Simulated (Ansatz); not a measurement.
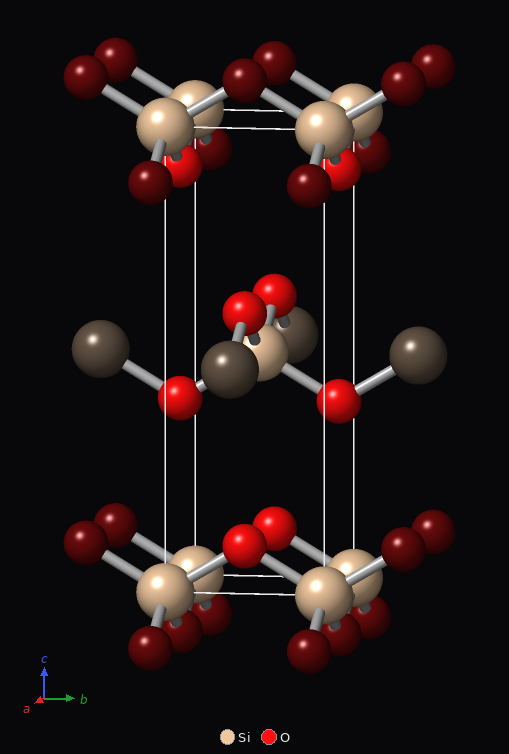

The figure gives a ball-and-stick picture of the atoms, viewed slightly off an axis. The edges of the conventional unit cell are marked. Atoms just outside the outline that bond to atoms inside are added, in fainter colours.

SiO2, space group P4_2/nmc (No. 137), a = 2.825 Å, b = 2.825 Å, c = 8.189 Å, α = 90.00°, β = 90.00°, γ = 90.00°. Origin of the cell: a structure type filled with these elements by a generator (whether the compound takes this form wasn't checked). Earlier steps of the study may have refined or changed the cell and positions. It was run through Ansatz as a DFT input.

This one geometry was computed with Ansatz (DFT, plane waves, PAW) at four levels of theory: PBE0, r2SCAN, PBE and HSE06. It was relaxed beforehand with r2SCAN.

Q: Which level gives the highest pressure at this volume, and what does that say about its equilibrium volume?

A: Highest: PBE (6.5 GPa), which points to the largest equilibrium volume. Lowest, with the smallest volume: PBE0 (-0.1 GPa), r2SCAN (0.0 GPa) and HSE06 (0.0 GPa). Levels within 0.5 GPa of each other can't be told apart.

Q: How does the band gap change with the level of theory?

A: PBE: a gap of 5.18 eV, indirect; r2SCAN: a gap of 5.93 eV, indirect; HSE06: a gap of 7.09 eV, indirect; PBE0: a gap of 7.86 eV, indirect.

Q: Collect the results in a table.

A:
| level | cutoff (eV) | k-mesh of the run's cell | gap (eV) | pressure (GPa) |
| --- | --- | --- | --- | --- |
| PBE0 | 420 | 6×6×2 | 7.86 | -0.1 |
| r2SCAN | 500 | 10×10×4 | 5.93 | 0.0 |
| PBE | 420 | 10×10×4 | 5.18 | 6.5 |
| HSE06 | 420 | 6×6×2 | 7.09 | 0.0 |

Gaps are taken on the k-mesh or band path of each run.
